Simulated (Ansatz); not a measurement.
## Bands, cutoff and cost in G0W0 for Ta2O5 (P2/m)

Wanted: a G0W0 gap for Ta2O5 (P2/m) that is converged in bands and cutoff, or an estimate of the limit.

Main program and level: Ansatz 0.2.0; G0W0 on LDA, plane waves, PAW; PAW set soft_1.

**1. The structure**

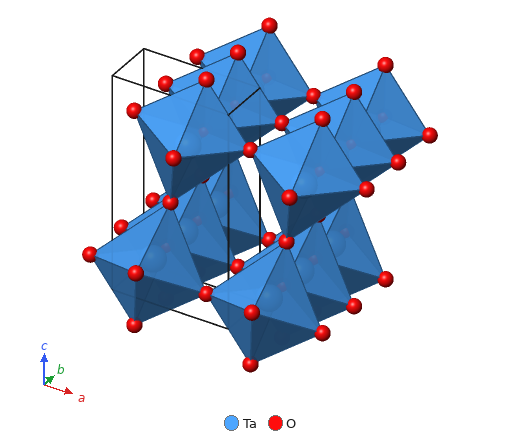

The starting structure, seen slightly off an axis (tantalum blue, oxygen red). 2×2×1 cells are drawn. Some periodic images of atoms are drawn too.

The cell and positions are those that the Materials Project relaxed with its own functionals (PBE, PBE+U or r2SCAN), kept fixed. Spin-orbit coupling is left out unless a step names it.

**2. 126 empty bands, screening to 69 eV**

Now the one-shot GW correction: screening in the RPA, then the self-energy of the levels asked for. This step takes PAW set soft_1 files.

Input file input.yaml:

```yaml
crystal:
  lattice:
    - [3.8414080139, 0.0, 0.0]
    - [0.0, 3.86271575, 0.0]
    - [-1.8189421445, 0.0, 6.5289594201]
  atoms:
    - { symbol: Ta, position: [0.64953073, 0.0, 0.79131453] }
    - { symbol: Ta, position: [0.35046927, 0.0, 0.20868547] }
    - { symbol: O, position: [0.6621243, 0.5, 0.79832929] }
    - { symbol: O, position: [0.3378757, 0.5, 0.20167071] }
    - { symbol: O, position: [0.18976057, 0.0, 0.87062125] }
    - { symbol: O, position: [0.81023943, 0.0, 0.12937875] }
    - { symbol: O, position: [0.5, 0.0, 0.5] }
kpoints:
  mp_grid: { grid: [4, 4, 4] }
hamiltonian:
  xc: lda
  pseudopotentials: { kind: paw, azcp: { folder: soft_1 }, xc_functional: pbe }
scf:
  occupations: { method: fixed }
gw:
  n_empty_bands: 126
  ecut_chi: 69
  qp_bands: [v2, c2]
  qp_kpoints: band_edges
  screening: { model: contour_deformation }
```

The run is started by

```sh
$ ansatz run input.yaml --threads 3 --pin off --max-ram 92160MiB --backend cuda --events-out ev --progress --plain --runs-dir out --devices 1 --max-vram 13GiB
```

Numbers of over 12 decimals in the logs are rounded to 6 here.

Log:

```text
GPUs: using 1 of 1 available (devices: 1).
Engine: ansatz 0.2.0, x86_64-unknown-linux-gnu
Pseudopotentials: kind: paw
Pseudopotential: Ta, paw, valence charge 13, recommended cutoff 420 eV (normal), soft_1/Ta.paw.azcp
Pseudopotential: O, paw, valence charge 6, recommended cutoff 420 eV (normal), soft_1/O.paw.azcp
Functional definition: SPW92
  exchange = slater_x
  correlation = pw_c
device memory: the entry about to start is reckoned to put 1.3 GiB on a device that reports 50.0 GiB free (of which the cap on the GPU budget leaves the run 13.0 GiB)
GPU FFT provider: cuFFT
GPU libraries: cuBLAS 13.8.2, cuFFT 12.4.0, cuSOLVER 12.3.4
Crystal: 7 atoms, lattice volume = 96.878 Å³
Basis set: ecut = 420 eV, 1913 PW (Γ)
Bands: 35, of which v1, the nominal top of the filled ones, is band 28 counted from 1 (27 counted from 0)
Symmetry: 4 space group operations
Space group: P2/m (ITA 10), of the structure as read, at distance tolerance 4.6e-5 Å
k-points: 30 of 64
Non-local potential: Ta, projectors of the file, l = 0: 3, l = 1: 2, l = 2: 2, l = 3: 1
Non-local potential: O, projectors of the file, l = 0: 2, l = 1: 2, l = 2: 1
PAW form: soft (Blöchl's): semilocal exchange-correlation on the pseudo side does not see the compensation charge
PAW frozen core: Ta, regenerated for the run's functional, and the local potential with it (the file was generated under x = pbe(κ = 0.804, μ = 0.219515), c = pbe(β = 0.066725))
PAW frozen core: O, regenerated for the run's functional, and the local potential with it (the file was generated under x = pbe(κ = 0.804, μ = 0.219515), c = pbe(β = 0.066725))
PAW one-centre angular grid: Ta, 590 points (default); XC on 64 Gauss nodes
PAW one-centre angular grid: O, 110 points (default); XC on 64 Gauss nodes
Initial density: superposition of atomic densities (chi_scale 0.1, normalization cell, long waves kept (reshape's long-wave potential 0.02 eV rms))
Initial wavefunctions: pseudopotential atomic-orbital guess
GPU buffer pool allocated for 34992 grid points (all kernels)
GPU transforms: local potential and band sums: pruned to the plane-wave sphere, on 25×25×45
Functional: x = slater, c = lda
SCF iter   1: F=—  HF=-22151.326463 eV  |F-HF|=—  |Δ(HF+E_count)|=         —  Δρ=6.31e-2  dr2=3.44e0  ethr=3.10e-3  ⟨swp⟩=4.4  Hψ=3660  notcnv=0  defer=103
preconditioner: auto → Resta (q_TF=auto, 2.490 Å⁻¹)  ε∞=5.2  [insulator: Δε(μ)=2.581 eV  Ē_g=11.635 eV  n_scr=26 (ndim 8)  ℏωp=23.9 eV  f_vac=0.085  ε∞_Penn≈5.2]
SCF iter   2: F=—  HF=-22150.691341 eV  |F-HF|=—  |Δ(HF+E_count)|=   6.35e-1  Δρ=3.36e-2  dr2=7.42e-1  ethr=3.10e-3  ⟨swp⟩=2.0  Hψ=1863  notcnv=0  defer=95
SCF iter   3: F=—  HF=-22150.534950 eV  |F-HF|=—  |Δ(HF+E_count)|=   1.56e-1  Δρ=1.50e-2  dr2=2.52e-1  ethr=1.33e-3  ⟨swp⟩=2.0  Hψ=1513  notcnv=0  defer=139
SCF iter   4: F=—  HF=-22150.470362 eV  |F-HF|=—  |Δ(HF+E_count)|=   6.46e-2  Δρ=3.91e-3  dr2=1.86e-2  ethr=4.50e-4  ⟨swp⟩=2.3  Hψ=1779  notcnv=0  defer=149
SCF iter   5: F=—  HF=-22150.471540 eV  |F-HF|=—  |Δ(HF+E_count)|=   1.18e-3  Δρ=3.34e-3  dr2=1.01e-2  ethr=3.32e-5  ⟨swp⟩=2.0  Hψ=1612  notcnv=0  defer=150
SCF iter   6: F=—  HF=-22150.470656 eV  |F-HF|=—  |Δ(HF+E_count)|=   8.85e-4  Δρ=6.23e-4  dr2=5.84e-4  ethr=1.80e-5  ⟨swp⟩=2.0  Hψ=1593  notcnv=0  defer=150
SCF iter   7: F=—  HF=-22150.471089 eV  |F-HF|=—  |Δ(HF+E_count)|=   4.34e-4  Δρ=1.27e-4  dr2=1.96e-5  ethr=1.04e-6  ⟨swp⟩=2.0  Hψ=1368  notcnv=0  defer=98
SCF iter   8: F=—  HF=-22150.471123 eV  |F-HF|=—  |Δ(HF+E_count)|=   3.39e-5  Δρ=2.71e-5  dr2=9.52e-7  ethr=3.49e-8  ⟨swp⟩=2.0  Hψ=1372  notcnv=0  defer=90
SCF iter   9: F=—  HF=-22150.471125 eV  |F-HF|=—  |Δ(HF+E_count)|=   1.39e-6  Δρ=1.58e-5  dr2=2.22e-7  ethr=1.70e-9  ⟨swp⟩=2.0  Hψ=1510  notcnv=0  defer=90
SCF iter  10: F=-22150.471125 eV  HF=-22150.471125 eV  |F-HF|=4.83e-8  |Δ(HF+E_count)|=   1.01e-8  Δρ=9.53e-6  dr2=7.10e-8  ethr=1.79e-10  ⟨swp⟩=9.3  Hψ=3113  notcnv=0
SCF 1 converged in 10 iterations: F = -22150.471125 eV  dr2 = 7.10e-8
  greatest PAW one-centre occupation: 0.999 electrons in one spin orbital (limit 2), on the Ta atom at site 1 (counted from 0), in its partial waves of l = 0
device memory: the entry about to start is reckoned to put 1.2 GiB (of the 1.4 GiB reckoned in all, the device holds 0.2 GiB already) on a device that reports 50.6 GiB free (of which the cap on the GPU budget leaves the run 12.9 GiB)
NSCF: frozen V_eff on 30 k-points, pencils in batches of 32, up to order 140
the band table was solved once the SCF had ended and its energy, with any forces and stress, was formed, with the checks that follow a solve (4400 applications of the Hamiltonian). They found nothing against the state; the energy, forces and stress were not computed again (output.eigenvalues in the input reference)
device memory: the entry about to start is reckoned to put 3.4 GiB on a device that reports 50.4 GiB free (of which the cap on the GPU budget leaves the run 13.0 GiB)
NSCF: frozen V_eff on 30 k-points
G₀W₀ screening: q 1/30
[... further progress lines ...]
device memory: the entry about to start is reckoned to put 0.4 GiB on a device that reports 51.3 GiB free (of which the cap on the GPU budget leaves the run 13.0 GiB)
NSCF: frozen V_eff on 1 k-points
device memory: the entry about to start is reckoned to put 0.4 GiB on a device that reports 51.3 GiB free (of which the cap on the GPU budget leaves the run 13.0 GiB)
NSCF: frozen V_eff on 1 k-points
SCF converged after 10 iterations
Free energy (F): -22150.471125 eV
Harris-Foulkes:  -22150.471125 eV  (|F-HF|=4.83e-8)
Internal energy: -22150.471125 eV  (E = F + TS)
E sigma→0 (E₀):  -22150.471125 eV
Fermi energy:    6.652159 eV
--- Per-component energies (eV) ---
  E_band       = -569.326119
  E_kinetic    = 1608.344616
  E_local      = -4417.518120  (includes V_loc(G=0)·N_el)
  E_nonlocal   = 264.564517
  E_hartree    = 1662.791237
  E_xc         = -982.045498
  E_vxc        = -911.715616  (∫ρ·V_xc dr)
  E_paw        = -16875.583227  (= ΣΔE_a)
  E_vpaw       = -438.587542  (= ΣTr[D̂ρ^β])
  E_aug_tail   = 0.004221  (compensation charges beyond the density's cutoff)
  E_ewald      = -3412.031471
  E_core_change = 1.002601  (= ΣΔE_core)
  E_smearing   = -0.000000  (= −TS)
  E_closure    = -0.000000  (closes the sum)
  Σ components = -22150.471125   (vs F -22150.471125, Δ=0.00e0)
--- Band table (eV; the first three rows and the last of 30) ---
  k-point 0: bands = [... 24 lower, 5.7021, 5.8064, 6.0057, 6.0226, 8.8023, 9.1974, 9.3509, 10.8728, ... 3 higher]
  k-point 1: bands = [... 24 lower, 5.6989, 5.7031, 5.9253, 5.9610, 8.7811, 9.2203, 9.3363, 10.7961, ... 3 higher]
  k-point 2: bands = [... 24 lower, 5.7063, 5.7480, 5.8399, 5.8406, 8.7618, 9.2422, 9.3241, 10.7134, ... 3 higher]
  k-point 29: bands = [... 24 lower, 4.6392, 5.9285, 6.5270, 6.6522, 9.7227, 11.5959, 12.1439, 12.7549, ... 3 higher]
--- G₀W₀: contour deformation, 6 samples at zero and on the imaginary axis and 1 off it, 64 q-points, 126 empty bands' worth ---
  eigenvalues of the whole cell's RPA ε∞ on this k-mesh (on a slab, of 1 + 4πα/V) = 4.6852, 4.9555, 7.5464; static W/v taken at q = 0 is 0.162260
  gw.qp_kpoints: band_edges: 20 of 30 stored k-points solved, in 1 pass; an edge of the gap read off the rows below is read off those points alone
    valence top: of the k-points left out ik 26 came nearest to being solved in a further pass, in band 27 (counted from 1, as in the quasiparticle table): it holds the edge there only if its correction is more favourable than any solved in that band by at least 0.567 eV; those differ by 0.173 eV
    conduction bottom: of the k-points left out ik 26 came nearest to being solved in a further pass, in band 29 (counted from 1, as in the quasiparticle table): it holds the edge there only if its correction is more favourable than any solved in that band by at least 0.921 eV; those differ by 0.125 eV
    ik  band        ε_KS         Σx   Σc(E_QP)       V_xc       Z   E_QP_lin       E_QP  E_QP is
     0    27      6.0057   -27.6874     4.9377   -22.6905  0.7472     5.9466     5.9466  root
     0    28      6.0226   -25.4832     4.6754   -20.7391  0.7310     5.9538     5.9540  root
     0    29      8.8023   -13.1634    -4.3039   -18.8456  0.7969    10.2087    10.1806  root
     0    30      9.1974   -13.3824    -4.4981   -19.3020  0.7926    10.6513    10.6189  root
     1    27      5.9253   -27.6485     4.8962   -22.6899  0.7478     5.8629     5.8630  root
     1    28      5.9610   -25.3336     4.6771   -20.5746  0.7297     5.8790     5.8792  root
     1    29      8.7811   -13.1314    -4.2963   -18.8025  0.7972    10.1838    10.1560  root
     1    30      9.2203   -13.4141    -4.5100   -19.3494  0.7923    10.6785    10.6457  root
     2    27      5.8399   -27.6592     4.8798   -22.7093  0.7484     5.7698     5.7699  root
     2    28      5.8406   -24.9695     4.6658   -20.1965  0.7269     5.7332     5.7334  root
     2    29      8.7618   -13.1044    -4.2884   -18.7645  0.7975    10.1611    10.1335  root
     2    30      9.2422   -13.4396    -4.5247   -19.3936  0.7919    10.7049    10.6716  root
     6    27      4.9647   -25.2171     5.1969   -19.8034  0.7227     4.7470     4.7481  root
     6    28      6.3273   -25.9432     4.9518   -20.8980  0.7324     6.2338     6.2340  root
     6    29     10.8839   -14.1614    -4.7658   -20.3971  0.7680    12.4018    12.3539  root
     6    30     12.0555   -15.6259    -4.8170   -21.9955  0.7397    13.6747    13.6080  root
     7    27      5.0665   -24.8959     5.0061   -19.6900  0.7233     4.8657     4.8666  root
     7    28      6.3197   -25.9514     4.9220   -20.9397  0.7322     6.2299     6.2301  root
     7    29     10.7963   -13.8676    -4.9318   -20.2754  0.7695    12.3205    12.2722  root
     7    30     12.0375   -15.5874    -4.7983   -21.9358  0.7403    13.6537    13.5876  root
     8    27      5.2891   -24.8725     4.9717   -19.7038  0.7262     5.0913     5.0921  root
     8    28      6.3059   -25.9426     4.8775   -20.9799  0.7319     6.2205     6.2207  root
     8    29     10.7051   -13.5766    -5.0855   -20.1440  0.7710    12.2354    12.1870  root
     8    30     12.0069   -15.3934    -4.7800   -21.7129  0.7422    13.6113    13.5465  root
[...]
28    27      6.5492   -26.2422     4.9739   -21.2241  0.7342     6.5051     6.5051  root
    28    28      6.6278   -26.3106     4.9720   -21.3014  0.7345     6.5905     6.5905  root
    28    29      9.8688   -13.9768    -4.6205   -20.0939  0.7808    11.4078    11.3654  root
    28    30     11.4854   -14.9085    -5.1427   -21.6599  0.7532    13.1582    13.0942  root
    29    27      6.5270   -26.1608     4.9664   -21.1444  0.7344     6.4770     6.4771  root
    29    28      6.6522   -26.3623     4.9777   -21.3516  0.7344     6.6191     6.6191  root
    29    29      9.7227   -13.5659    -4.7024   -19.7619  0.7845    11.2573    11.2164  root
    29    30     11.5959   -15.1235    -5.1611   -21.8947  0.7489    13.2716    13.2061  root
```

Run time: 22 s. Hardware: 1 × NVIDIA H100 80GB HBM3 (shared by 6 runs) with 3 threads of AMD EPYC 7R13 (Zen 3), shared host; peak memory 1.3 GiB; 33 s of CPU time.

Reading the cycles: dr2 is the Hartree energy of the density residual (eV), the measure of convergence; HF is the Harris–Foulkes estimate of the energy, which meets the free energy F at convergence.

This step gave:

| Property | Result |
| --- | --- |
| bands summed | 154 |
| RPA ε∞ on this mesh (eigenvalues) | 4.685, 4.955, 7.546 |
| plane waves in the screening matrix | 131 |
| q-points in the mesh | 64 |
| G0W0 gap on the mesh | 3.514 eV |
| k of the valence top | -0.5, -0.5, -0.5 |
| k of the conduction bottom | 0, 0, -0.5 |
| starting gap on the mesh | 2.110 eV |
| Z at the valence top | 0.7344 |
| Z at the conduction bottom | 0.7975 |
| least direct G0W0 gap on the computed points | 4.227 eV |

The gap on the mesh goes from 2.11 eV to 3.51 eV, a correction of +1.40 eV. Between the two edge states, bare exchange in place of the xc potential would open the gap by 10.67 eV, and correlation takes back 9.27 eV.

**3. 356 empty bands, screening to 138 eV**

Another rung: the empty bands reach about as high as the screening cutoff, so the two stay in balance.

Edit input.yaml of step 2 so:

```diff
@@ -21,4 +21,4 @@
 gw:
-  n_empty_bands: 126
-  ecut_chi: 69
+  n_empty_bands: 356
+  ecut_chi: 138
   qp_bands: [v2, c2]
```

Log:

```text
GPUs: using 1 of 1 available (devices: 1).
[...]
GPU FFT provider: cuFFT
GPU libraries: cuBLAS 13.8.2, cuFFT 12.4.0, cuSOLVER 12.3.4
Crystal: 7 atoms, lattice volume = 96.878 Å³
Basis set: ecut = 420 eV, 1913 PW (Γ)
Bands: 35, of which v1, the nominal top of the filled ones, is band 28 counted from 1 (27 counted from 0)
Symmetry: 4 space group operations
[...]
k-points: 30 of 64
[...]
GPU buffer pool allocated for 34992 grid points (all kernels)
[...]
SCF iter   1: F=—  HF=-22151.326463 eV  |F-HF|=—  |Δ(HF+E_count)|=         —  Δρ=6.31e-2  dr2=3.44e0  ethr=3.10e-3  ⟨swp⟩=4.4  Hψ=3660  notcnv=0  defer=103
[...]
SCF iter  10: F=-22150.471125 eV  HF=-22150.471125 eV  |F-HF|=4.83e-8  |Δ(HF+E_count)|=   1.01e-8  Δρ=9.53e-6  dr2=7.10e-8  ethr=1.79e-10  ⟨swp⟩=9.3  Hψ=3113  notcnv=0
SCF 1 converged in 10 iterations: F = -22150.471125 eV  dr2 = 7.10e-8
[...]
NSCF: frozen V_eff on 30 k-points, pencils in batches of 32, up to order 140
[...]
NSCF: frozen V_eff on 30 k-points
G₀W₀ screening: q 1/30
[... further progress lines ...]
[...]
SCF converged after 10 iterations
Free energy (F): -22150.471125 eV
[...]
Internal energy: -22150.471125 eV  (E = F + TS)
E sigma→0 (E₀):  -22150.471125 eV
Fermi energy:    6.652159 eV
[...]
--- Band table (eV; the first three rows and the last of 30) ---
  k-point 0: bands = [... 24 lower, 5.7021, 5.8064, 6.0057, 6.0226, 8.8023, 9.1974, 9.3509, 10.8728, ... 3 higher]
  k-point 1: bands = [... 24 lower, 5.6989, 5.7031, 5.9253, 5.9610, 8.7811, 9.2203, 9.3363, 10.7961, ... 3 higher]
  k-point 2: bands = [... 24 lower, 5.7063, 5.7480, 5.8399, 5.8406, 8.7618, 9.2422, 9.3241, 10.7134, ... 3 higher]
  k-point 29: bands = [... 24 lower, 4.6392, 5.9285, 6.5270, 6.6522, 9.7227, 11.5959, 12.1439, 12.7549, ... 3 higher]
[...]
0    27      6.0057   -27.6874     4.5804   -22.6905  0.7417     5.5864     5.5893  root
     0    28      6.0226   -25.4832     4.3802   -20.7391  0.7233     5.6561     5.6586  root
     0    29      8.8023   -13.1634    -4.5957   -18.8456  0.7927     9.9053     9.8887  root
     0    30      9.1974   -13.3824    -4.7962   -19.3020  0.7882    10.3400    10.3207  root
     1    27      5.9253   -27.6485     4.5387   -22.6899  0.7427     5.5025     5.5055  root
     1    28      5.9610   -25.3336     4.3871   -20.5746  0.7220     5.5864     5.5891  root
     1    29      8.7811   -13.1314    -4.5873   -18.8025  0.7930     9.8813     9.8649  root
     1    30      9.2203   -13.4141    -4.8089   -19.3494  0.7878    10.3662    10.3468  root
[...]
29    27      6.5270   -26.1608     4.6691   -21.1444  0.7261     6.1776     6.1797  root
    29    28      6.6522   -26.3623     4.6744   -21.3516  0.7260     6.3139     6.3159  root
    29    29      9.7227   -13.5659    -4.9983   -19.7619  0.7802    10.9452    10.9205  root
    29    30     11.5959   -15.1235    -5.4978   -21.8947  0.7431    12.9088    12.8694  root
```

It took 57 s on 1 × NVIDIA H100 80GB HBM3 (shared by 6 runs) with 3 threads; peak memory 2 GiB.

This step gave:

```
bands summed                                 : 384
RPA ε∞ on this mesh (eigenvalues)            : 4.636, 4.908, 7.477
plane waves in the screening matrix          : 365
q-points in the mesh                         : 64
G0W0 gap on the mesh                         : 3.527 eV
k of the valence top                         : -0.5, -0.5, -0.5
k of the conduction bottom                   : 0, 0, -0.5
starting gap on the mesh                     : 2.110 eV
Z at the valence top                         : 0.7260
Z at the conduction bottom                   : 0.7933
least direct G0W0 gap on the computed points : 4.230 eV
```

Against the run with 4×4×4 mesh, 126 empty bands, screening to 69 eV, PAW set soft_1 files, the gap moves by +0.013 eV.

**4. 767 empty bands, screening to 230 eV**

Edit input.yaml of step 3 so:

```diff
@@ -21,4 +21,4 @@
 gw:
-  n_empty_bands: 356
-  ecut_chi: 138
+  n_empty_bands: 767
+  ecut_chi: 230.0
   qp_bands: [v2, c2]
```

Log:

```text
GPUs: using 1 of 1 available (devices: 1).
[...]
GPU FFT provider: cuFFT
GPU libraries: cuBLAS 13.8.2, cuFFT 12.4.0, cuSOLVER 12.3.4
Crystal: 7 atoms, lattice volume = 96.878 Å³
Basis set: ecut = 420 eV, 1913 PW (Γ)
Bands: 35, of which v1, the nominal top of the filled ones, is band 28 counted from 1 (27 counted from 0)
Symmetry: 4 space group operations
[...]
k-points: 30 of 64
[...]
1    30      9.2203   -13.4141    -4.9460   -19.3494  0.7864    10.2244    10.2097  root
[...]
29    27      6.5270   -26.1608     4.4647   -21.1444  0.7216     5.9697     5.9754  root
    29    28      6.6522   -26.3623     4.4662   -21.3516  0.7215     6.1023     6.1077  root
    29    29      9.7227   -13.5659    -5.1435   -19.7619  0.7789    10.7940    10.7753  root
    29    30     11.5959   -15.1235    -5.6680   -21.8947  0.7409    12.7269    12.6992  root
[key lines of the parts left out:]
SCF converged after 10 iterations
Free energy (F): -22150.471125 eV
Fermi energy:    6.652159 eV
```

The job ended after 2 min (1 × NVIDIA H100 80GB HBM3 (shared by 6 runs) with 3 threads; peak memory 4.4 GiB; 3.9 min of CPU time).

Numbers from this step:

- bands summed: 795
- RPA ε∞ on this mesh (eigenvalues): 4.622, 4.893, 7.460
- plane waves in the screening matrix: 773
- G0W0 gap on the mesh: 3.603 eV
- k of the valence top: -0.5, -0.5, -0.5
- k of the conduction bottom: 0, 0, -0.5
- starting gap on the mesh: 2.110 eV
- least direct G0W0 gap on the computed points: 4.291 eV

Against the run with 4×4×4 mesh, 356 empty bands, screening to 138 eV, PAW set soft_1 files, the gap moves by +0.08 eV.

[end of part 1 of 2]

[Paths, hosts, dates, memory and timing lines, banners, echoed tables and standing remarks are left out of the program output.]

[Logs are printed without paths, hosts, clocks, repeated set-up lines and the standing remarks that a program may print on its own settings, such as how far it seeks lower states.]

[Runs of the session that timed out or met a known fault of the program may be left out.]

[Cells called generated may have been cut or substituted from an entry of the Crystallography Open Database or the Materials Project.]

[No measured gap is set beside runs whose start may be inverted or whose files or cutoffs have a known fault.]

[Hosts, paths, dates, database ids (printed as entryN), source tags and the programs' standing remarks are cut or masked in the printed files.]
